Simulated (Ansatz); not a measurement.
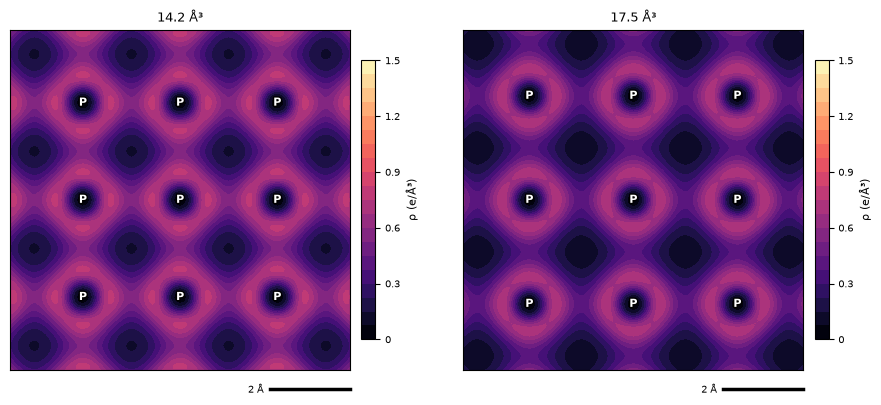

P. The valence pseudo-density of cells scaled evenly to different volumes (given per atom above each panel), on the (001) plane of each (indices in the axes of the cell below), at one length scale and on one colour scale.

A generated structure, not necessarily the stable one; computed without spin polarisation.

Theory: Ansatz, DFT, BLYP, plane waves (420 eV) with PAW, scalar-relativistic.

The density is the valence pseudo-density of a PAW calculation; it isn't the true density close to the nuclei.

The largest cell:

```
P
1.0
     2.59524    0.00000    0.00000
     0.00000    2.59524    0.00000
     0.00000    0.00000    2.59524
P
1
Direct
  0.00000 0.00000 0.00000
```

| volume (Å³/atom) | P–P contact in the plane (Å) | ρ at its midpoint (e/Å³) | pressure (GPa) | 
| --- | --- | --- | --- |
| 14.24 | 2.424 | 0.541 | 13.4 | 
| 16.83 | 2.563 | ? | ? | 
| 17.48 | 2.595 | 0.399 | −5.5 | 

### What values belong in the row with question marks?

Over the known rows ln ρ falls by 1.78 per Å of P–P distance (the line through the two), which gives 0.422 e/Å³ at 2.563 Å; the calculation gives 0.423 e/Å³. For the pressure, a straight line in volume between the neighbouring rows gives −1.7 GPa; the calculation gives −3.3, lower because pressure rises ever faster on compression.
